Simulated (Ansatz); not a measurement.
# Calculations on PbF₂

Part 1: One mode

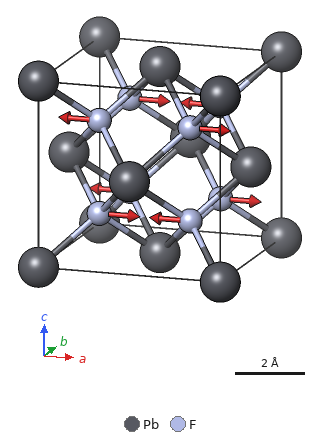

One vibrational mode of crystalline PbF2 relaxed at 20 GPa at the zone centre. Displacements are drawn as red arrows; their common scale and sign are arbitrary. A ball-and-stick model of the conventional cell (4 times the calculation's cell), seen slightly off an axis. Lengths and directions refer to the drawn axes.

Theory: Ansatz, DFT PBE+D3(BJ), scalar-relativistic, plane waves, PAW.

The input:
```yaml
crystal:
  lattice:
    - [0.0, 2.8037918342, 2.8037918342]
    - [2.8037918342, 0.0, 2.8037918342]
    - [2.8037918342, 2.8037918342, 0.0]
  atoms:
    - { symbol: Pb, position: [0.0, 0.0, 0.0] }
    - { symbol: F, position: [0.25, 0.25, 0.25] }
    - { symbol: F, position: [0.75, 0.75, 0.75] }
basis:
  ecutwfc: 420
kpoints:
  mp_grid: { grid: [8, 8, 8] }
hamiltonian:
  xc: pbe
  dispersion: d3bj
scf:
  occupations: { method: fixed }
output:
  eigenvalues: true
phonons:
  method: dfpt
  dielectric: true
  rigid_motions: translations
  eigenvectors: true
```

Command:
```bash
ansatz run input.yaml --threads 1 --pin off --max-ram 1228MiB --backend cpu --events-out ev --progress --plain --runs-dir out
```

Frequencies are those without the non-analytic (LO–TO) term.

Question: What mode is this, and where does it lie in the spectrum?

Answer: This is the T₂g mode (triply degenerate; one member of the set is drawn) at 330 cm⁻¹, the highest optical level, Raman-active by symmetry. The Pb atoms stay at rest; all motion is along a; atoms of one kind move against one another, with no net shift of their sublattice.

Part 2: Softest mode

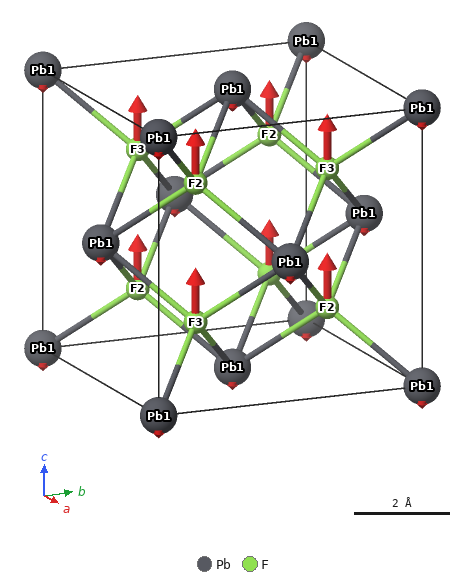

The lowest optical mode of crystalline PbF2 relaxed at −3 GPa, space group Fm-3m (No. 225), at the zone centre. The red arrows are the displacements of the atoms (eigenvector over the root of the mass), of arbitrary overall length and sign. A ball-and-stick model of the conventional cell (4 times the calculation's cell), seen slightly off an axis. Lengths and directions refer to the drawn axes.

All numbers below come from DFT PBE+D3(BJ), scalar-relativistic, plane waves, PAW (Ansatz 0.2.0).

Input
```yaml
crystal:
  lattice:
    - [0.0, 3.0297199009, 3.0297199009]
    - [3.0297199009, 0.0, 3.0297199009]
    - [3.0297199009, 3.0297199009, 0.0]
  atoms:
    - { symbol: Pb, position: [0.0, 0.0, 0.0] }
    - { symbol: F, position: [0.25, 0.25, 0.25] }
    - { symbol: F, position: [0.75, 0.75, 0.75] }
basis:
  ecutwfc: 420
kpoints:
  mp_grid: { grid: [8, 8, 8] }
hamiltonian:
  xc: pbe
  dispersion: d3bj
scf:
  occupations: { method: fixed }
output:
  eigenvalues: true
phonons:
  method: dfpt
  dielectric: true
  rigid_motions: translations
  eigenvectors: true
```

Run as
```bash
ansatz run input.yaml --threads 1 --pin off --max-ram 1228MiB --backend cpu --events-out ev --progress --plain --runs-dir out
```

Frequencies are those without the non-analytic (LO–TO) term.

Q: Is this crystal at a minimum with respect to the drawn distortion?

A: Yes: this softest mode has a real frequency, and so have all others here. That speaks for this wave vector alone: the rest of the zone wasn't checked in this run. This is the T₁u mode (triply degenerate; one member of the set is drawn) at 74 cm⁻¹, the lowest optical level, infrared-active by symmetry. The F sublattice moves against the Pb sublattice, along c; the kinetic energy is shared as F 85 %, Pb 15 %. Its infrared intensity is 21 (D/Å)²/amu for the set. The value is the transverse one; the longitudinal partner lies at 298 cm⁻¹.

Part 3: Softest mode

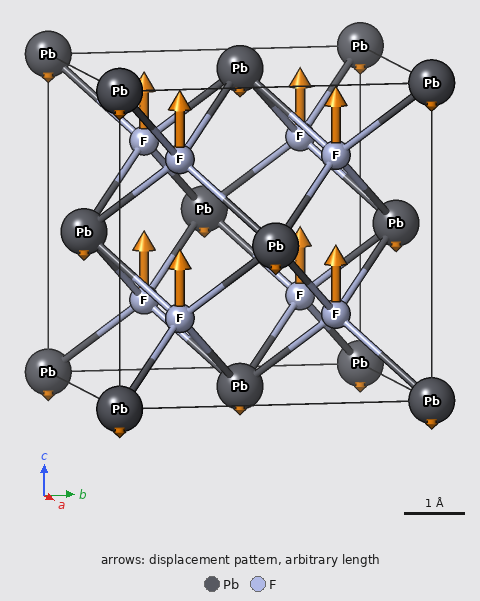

The lowest optical mode of solid PbF2 relaxed at 50 GPa, space group Fm-3m (No. 225), at the zone centre. The orange arrows are the displacements of the atoms (eigenvector over the root of the mass), of arbitrary overall length and sign. Style: ball-and-stick. Shown: the conventional cell (4 times the calculation's cell), slightly off an axis. Lengths and directions refer to the drawn axes.

These are results of Ansatz, DFT PBE+D3(BJ), scalar-relativistic, plane waves, PAW, not measurements. (plane-wave cutoff 420 eV; k-point mesh 8 × 8 × 8; occupations fixed; target pressure 50 GPa; no spin polarisation)

Frequencies are those without the non-analytic (LO–TO) term.

Is this crystal at a minimum with respect to the drawn distortion?

Answer. Yes: this softest mode has a real frequency, and so have all others here. That speaks for this wave vector alone: the rest of the zone wasn't checked in this run. This is the T₁u mode (triply degenerate; one member of the set is drawn) at 280 cm⁻¹, the lowest optical level, infrared-active by symmetry. The F sublattice moves against the Pb sublattice, along c; the kinetic energy is shared as F 85 %, Pb 15 %. Its infrared intensity is 27 (D/Å)²/amu for the set. The value is the transverse one; the longitudinal partner lies at 461 cm⁻¹.
